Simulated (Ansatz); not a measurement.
Consider PtSe$_{2}$.

```
Pt Se
1.0
     0.00000    6.49387    0.00000
    -3.74924    0.00000    0.00000
     0.00000    0.00000    6.52903
Pt Se
2 4
Direct
  0.00000 0.96799 0.00000
  0.50000 0.46799 0.00000
  0.33333 0.00000 0.20064
  0.83333 0.50000 0.20064
  0.16667 0.50000 0.79936
  0.66667 0.00000 0.79936
```

Space group C2; started from the PtSe2 prototype; changed on purpose from its base cell (atom 1 (Pt) moved 0.12 A along x); not relaxed (largest force 1.8 eV/Å).

All numbers below come from DFT PBE, spin-orbit coupling, plane waves, PAW (Ansatz).

**What will maps of the valence pseudo-density and electron localisation function show?**

Pt–Se (2.53 Å): ρ at the midpoint is about 0.56 e/Å³; the ELF is about 0.50 at the midpoint.

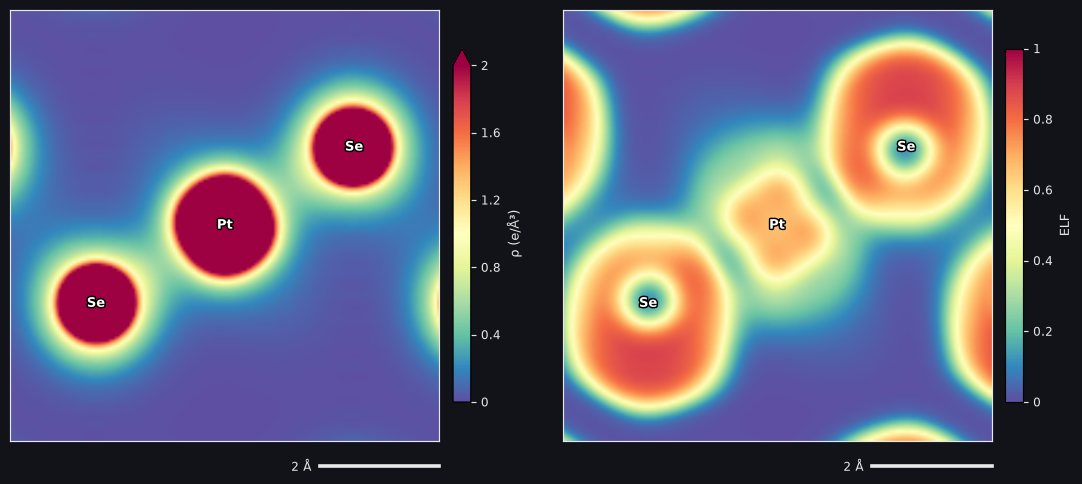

Computed valence pseudo-density and electron localisation function on the (010) plane of the conventional cell, in this order. 

Core electrons are frozen (PAW), and the valence fields are smoothed inside the atomic spheres.
